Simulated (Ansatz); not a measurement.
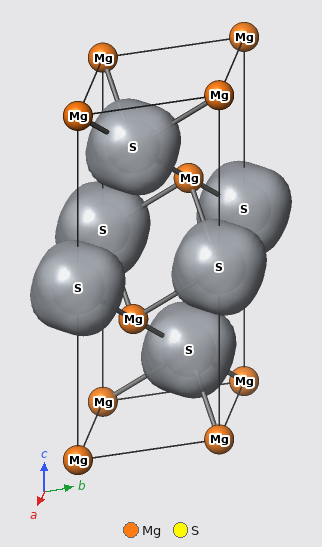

Figure. MgS. Isosurface of the ELF at 0.8 (grey), seen at an oblique angle. Only the valence region is drawn (cores and ρ < 0.01 e/Å³ removed). Sticks mark near contacts.

Space group R-3m; started from the rocksalt prototype, which need not be the ambient phase; changed on purpose from its base cell (epitaxial 111 strain -0.9%).

Theory: DFT, HSE06, plane waves, PAW in Ansatz 0.2.0.

Core electrons are frozen (PAW), and the valence fields are smoothed inside the atomic spheres.

Q: Describe the localisation domains.

A: At this value the surface marks out three regions wrapped around S (the valence shell of each), counted in one cell of 6 atoms. Any copies at cell faces, edges or corners count once.

Values along the shortest contacts:
Mg–S (2.59 Å): the ELF peaks at about 0.90 in the valence shell of S, 0.9 Å from its nucleus, and falls to about 0.05 next to Mg; a largely ionic contact.

Q: Does the calculation make it a metal, or give it a gap?

A: It is gapped, with a Kohn–Sham gap of 3.8 eV on the k-point mesh, an upper bound to the gap of this method.
